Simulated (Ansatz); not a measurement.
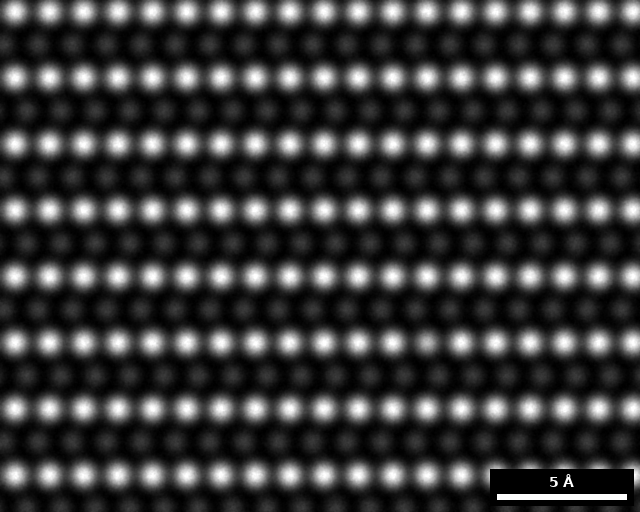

HAADF-like image of WSe (P6_3/mmc, No. 194) along [310]. Simulation: incoherent imaging, intensity Z^1.7 per atom, probe width 0.80 Å, thin sample. Shot noise was added.

The sample is 4 repeats (43.1 Å) thick. One point defect was put into the perfect crystal, without relaxing the atoms around it. Brightness is counted from the darkest point of the image. Host structure: coordinates from a relaxation with Ansatz, DFT PBE, scalar-relativistic, plane waves, PAW; the starting structure was generated, so it need not be a known form of this composition.

Where is the defect (in Å from the left and the top edge), and what does its contrast suggest?

At about 17 Å from the left and 13 Å from the top. The column is dimmer, which points to a vacancy or a lighter atom. The column holds 4 atoms (W) through the sample, and one W atom is missing, so its peak drops to about 75 % of that of its equals.
